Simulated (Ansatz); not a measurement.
The calculation's input:

```
crystal:
  lattice:
    - [5.7132173136, 0.0, 0.0]
    - [0.0, 5.7132173136, 0.0]
    - [0.0, 0.0, 5.7132173136]
  atoms:
    - { symbol: C, position: [0.0, 0.0, 0.0] }
    - { symbol: C, position: [0.5, 0.0, 0.5] }
    - { symbol: C, position: [0.5, 0.5, 0.0] }
    - { symbol: C, position: [0.0, 0.5, 0.5] }
    - { symbol: O, position: [0.118121848, 0.118121848, 0.118121848] }
    - { symbol: O, position: [0.381878152, 0.881878152, 0.618121848] }
    - { symbol: O, position: [0.618121848, 0.381878152, 0.881878152] }
    - { symbol: O, position: [0.881878152, 0.618121848, 0.381878152] }
    - { symbol: O, position: [0.881878152, 0.881878152, 0.881878152] }
    - { symbol: O, position: [0.618121848, 0.118121848, 0.381878152] }
    - { symbol: O, position: [0.381878152, 0.618121848, 0.118121848] }
    - { symbol: O, position: [0.118121848, 0.381878152, 0.618121848] }
basis:
  ecutwfc: 500
kpoints:
  mp_grid: { grid: [4, 4, 4] }
hamiltonian:
  xc: r2scan
scf:
  occupations: { method: gaussian, width: 0.02 }
output:
  forces: true
  stress: true
  eigenvalues: true
  write_density: true
  write_potential: true
  elf: true
  volumetric_format: npy
relax:
  adjacent_minimum: "off"
  f_tol: 0.005
  max_steps: 50
  cell: { stress_tol: 0.05 }
```

Run with:

```sh
ansatz run input.yaml --threads 4 --pin off --max-ram 10240MiB --backend cpu --events-out ev --progress --plain --runs-dir out
```

Below, planes, directions and counts refer to the conventional cell (a = 5.58 Å, b = 5.58 Å, c = 5.58 Å, α = 90.00°, β = 90.00°, γ = 90.00°).

The fields are those of the relaxed geometry.

Space group Pa-3.

All numbers below come from DFT r2SCAN, scalar-relativistic, plane waves, PAW in Ansatz.

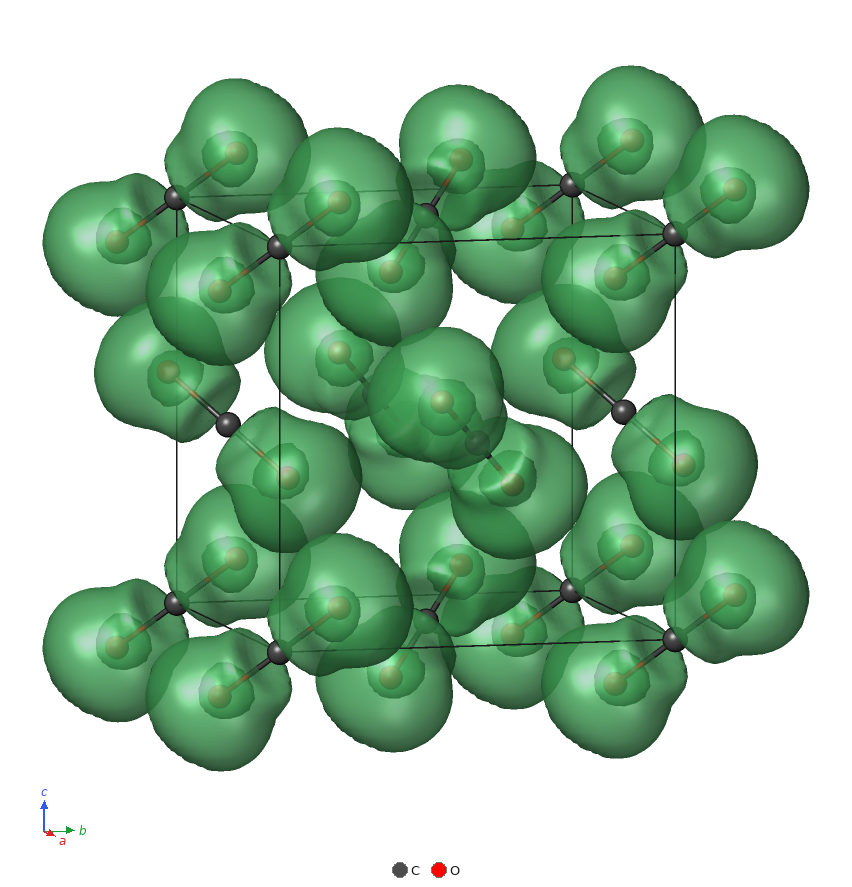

CO2. Isosurface of the electron localisation function at 0.7 (green), seen slightly off an axis. Only the valence region is drawn (cores and ρ < 0.01 e/Å³ removed). Sticks mark near contacts.

Where are the electrons localised?

Answer. At this value the surface marks out eight regions on O in which the atom's valence shell and bonds are merged, counted in one cell of 12 atoms. Regions shared between cells count once. Profiles from the grid: C–O (1.16 Å): the ELF peaks at about 0.80 between the atoms (inside overlapping PAW spheres, so only a guide): a short, multiple covalent bond.
